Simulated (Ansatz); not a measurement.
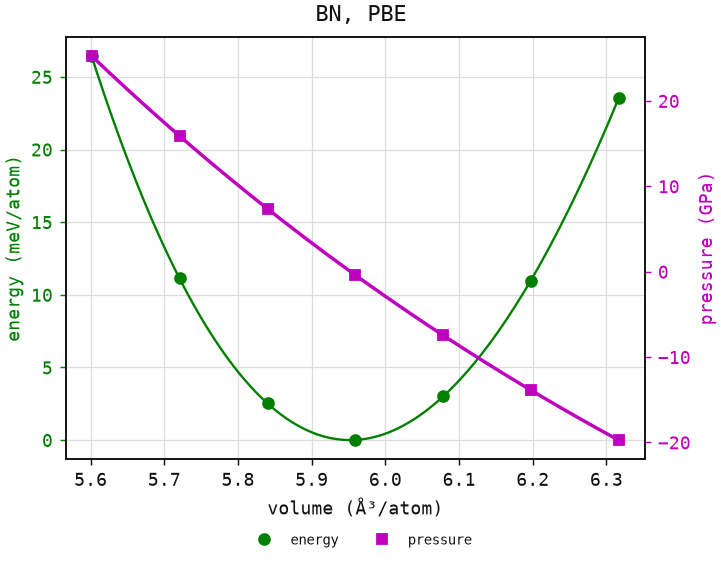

The picture above shows the energy and pressure against volume for BN, space group F-43m (No. 216).

Starting cell:
```xyz
2
Lattice="0.0000 1.8130 1.8130 1.8130 0.0000 1.8130 1.8130 1.8130 0.0000" Properties=species:S:1:pos:R:3 pbc="T T T"
N     0.9065    0.9065    0.9065
B     0.0000    0.0000    0.0000
```

Method: plane-wave DFT, no spin polarisation; energies at scaled volumes of the given cell, shape and fractions fixed, counted from the fit's minimum, third-order Birch-Murnaghan fit (Ansatz 0.2.0). Level: PBE.

k mesh 13×13×13; occupations Fermi–Dirac; smearing width 0.05 eV; potentials Ansatz PAW; wave cutoff 420 eV; density cutoff 1680 eV.

**What equilibrium volume and bulk modulus follow from the curve?**

A third-order Birch–Murnaghan fit gives V0 = 5.95 Å³/atom, B0 = 372 GPa and B′ = 3.8.

**What does the pressure do across the range?**

It falls from 25.24 GPa at volume 5.6017 Å³/atom to −19.74 GPa at 6.3168 Å³/atom, and changes sign near 5.95 Å³/atom.

The computed values:

| volume (Å³/atom) | energy (meV/atom) | pressure (GPa) |
| --- | --- | --- |
| 5.6017 | 26.42 | 25.24 |
| 5.7209 | 11.13 | 15.88 |
| 5.8401 | 2.54 | 7.36 |
| 5.9593 | −0.01 | −0.40 |
| 6.0785 | 3.02 | −7.46 |
| 6.1977 | 10.98 | −13.89 |
| 6.3168 | 23.52 | −19.74 |
